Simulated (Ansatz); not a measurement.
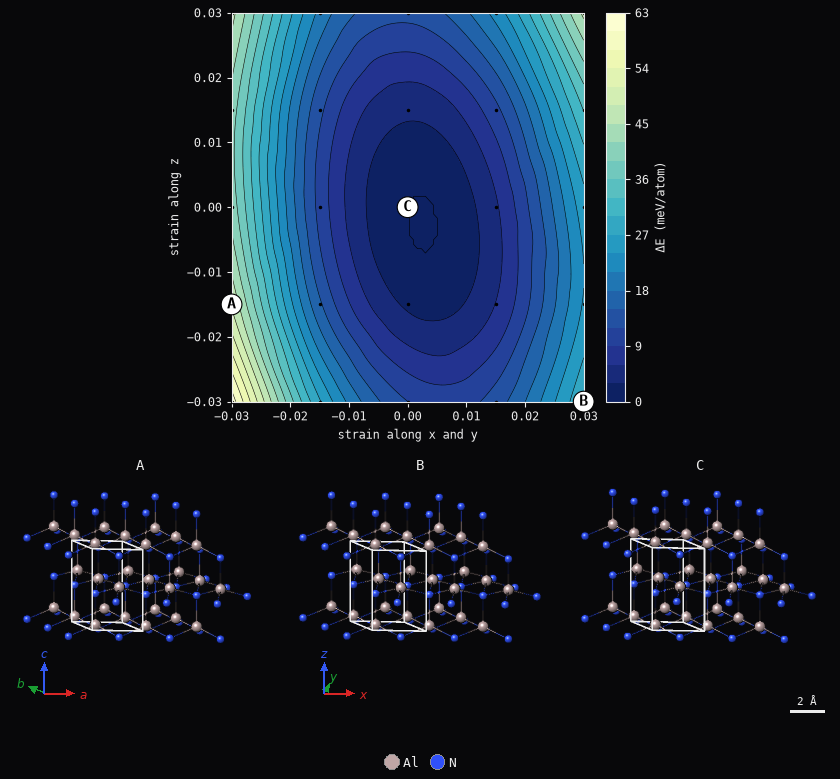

A crystal of AlN (P6_3mc): the cell is strained equally along x and y and separately along z, with the atoms kept at their fractional coordinates. x, y and z are the Cartesian axes of the input. The map is interpolated between the computed points (dots). The lettered frames are marked on it. A ball-and-stick model of the cell of the calculation, repeated 3 × 3 × 1 with one cell outlined, seen slightly off an axis.

Level of theory: Ansatz 0.2.0, DFT PBEsol, scalar-relativistic, plane waves, PAW. Settings: plane-wave cutoff 420 eV; k-point mesh 9 × 9 × 6; occupations gaussian; smearing width 0.05 eV; no spin polarisation. Energies (free energies at the smearing named) are counted from the cell as listed in its source, which wasn't relaxed.

### What does the map show?

In pairs of (strain along x and y; strain along z): the lowest computed point lies at (0.000, 0.000) (0.0 meV/atom), the highest at (−0.030, −0.030) (61.7 meV/atom). The valley is tilted: raising the in-plane strain is made harder by raising the strain along z (cross term 0.19 of the geometric mean of the two curvatures). Over the ranges scanned the energy rises more along the first axis, the in-plane strain. The pressure runs from −14.6 GPa at (0.030, 0.030) to 22.7 GPa at (−0.030, −0.030). The frames lie at A (−0.030, −0.015): 47.7 meV/atom, B (0.030, −0.030): 29.7 meV/atom, C (0.000, 0.000): 0.0 meV/atom.
